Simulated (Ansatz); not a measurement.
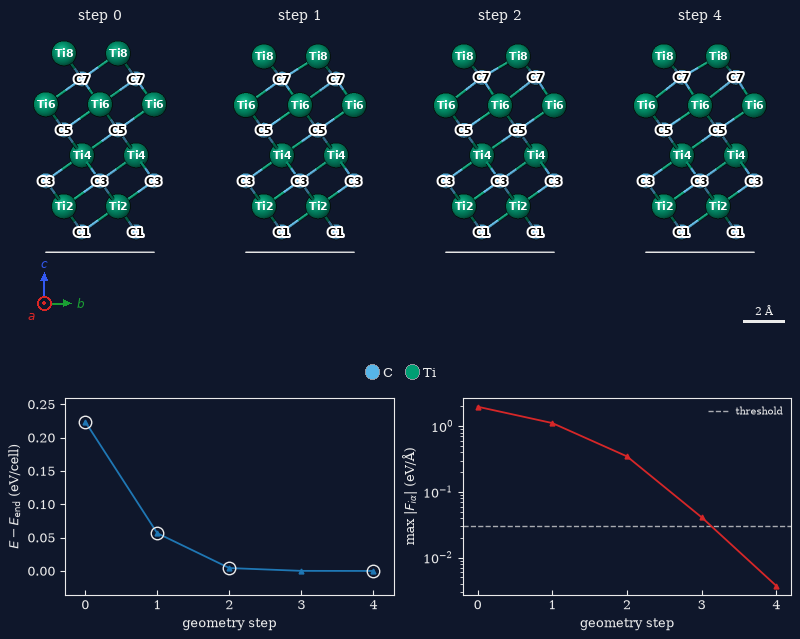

Frames of a constrained relaxation of a slab of composition TiC (cut from the Fm-3m phase), marked on the history of the run. Style: ball-and-stick. Shown: the 3 × 2 repeat of the cell, outlined in the plane, without the vacuum, along the a axis.

Case: clean slab, lower half held. The slab is the (1 1 1) face of TiC. 4 atoms are held fixed.

These are results of DFT r2SCAN, scalar-relativistic, plane waves, PAW (Ansatz), not measurements.

Input file:
```yaml
crystal:
  lattice:
    - [3.060358149, 0.0, 0.0]
    - [-1.5301790745, 2.6503479017, 0.0]
    - [0.0, 0.0, 25.7457018777]
  atoms:
    - { symbol: C, position: [0.3333333333, 0.6666666667, 0.3301521955] }
    - { symbol: Ti, position: [0.6666666667, 0.3333333333, 0.3786801397] }
    - { symbol: C, position: [0.0, 0.0, 0.4272080838] }
    - { symbol: Ti, position: [0.3333333333, 0.6666666667, 0.4757360279] }
    - { symbol: C, position: [0.6666666667, 0.3333333333, 0.5242639721] }
    - { symbol: Ti, position: [0.0, 0.0, 0.5727919162] }
    - { symbol: C, position: [0.3333333333, 0.6666666667, 0.6213198603] }
    - { symbol: Ti, position: [0.6666666667, 0.3333333333, 0.6698478045] }
basis:
  ecutwfc: 500
kpoints:
  mp_grid: { grid: [12, 12, 1] }
hamiltonian:
  xc: r2scan
scf:
  occupations: { method: gaussian, width: 0.1 }
output:
  forces: true
  eigenvalues: true
  write_density: true
  write_potential: true
  elf: true
  volumetric_format: npy
relax:
  adjacent_minimum: "off"
  f_tol: 0.03
  max_steps: 70
  constraints: [{ sites: [0, 1, 2, 3] }]
efield:
  axis: 3
  dipole_correction: true
  ramp_width: 0.04
```

Command:
```bash
ansatz run input.yaml --threads 2 --pin off --max-ram 5120MiB --backend cpu --events-out ev --progress --plain --runs-dir out
```

### What happens along the run?

Over 4 geometry steps the energy falls by 0.224 eV per cell of the calculation. Largest force component: 2 eV/Å at the start, 0.0037 eV/Å at the end. The atom that moves furthest is Ti8 (0.14 Å along the normal (−c)). Largest moves by element: Ti 0.14 Å, C 0.08 Å. The cell doesn't change. Some distances before and after: C7–Ti8 2.164 → 2.045 Å, Ti6–C7 2.164 → 2.241 Å, Ti6–Ti8 3.060 → 2.986 Å, Ti4–Ti6 3.060 → 3.017 Å. Among the angles between lasting bonds that change: Ti6–C7–Ti8 180.0° → 172.3°, C7–Ti8–C7 90.0° → 96.9°, Ti8–C7–Ti8 90.0° → 96.9°. Cost: 50 s on 2 threads of Intel(R) Xeon(R) 6975P-C (Granite Rapids), on a shared host, peak memory 1 GiB. From step 0 to 1: Ti8 moves most (0.15 Å), energy −0.167 eV per cell of the calculation. From step 1 to 2: C7 moves most (0.08 Å), energy −52.3 meV per cell of the calculation. From step 2 to 4: C5 moves most (0.02 Å), energy −4.3 meV per cell of the calculation.

```
step  E − E(0), meV/atom  largest force component, eV/Å
   0                0.00                         1.9854
   1              -20.93                         1.1194
   2              -27.46                         0.3479
   3              -27.99                         0.0411
   4              -28.01                         0.0037
```
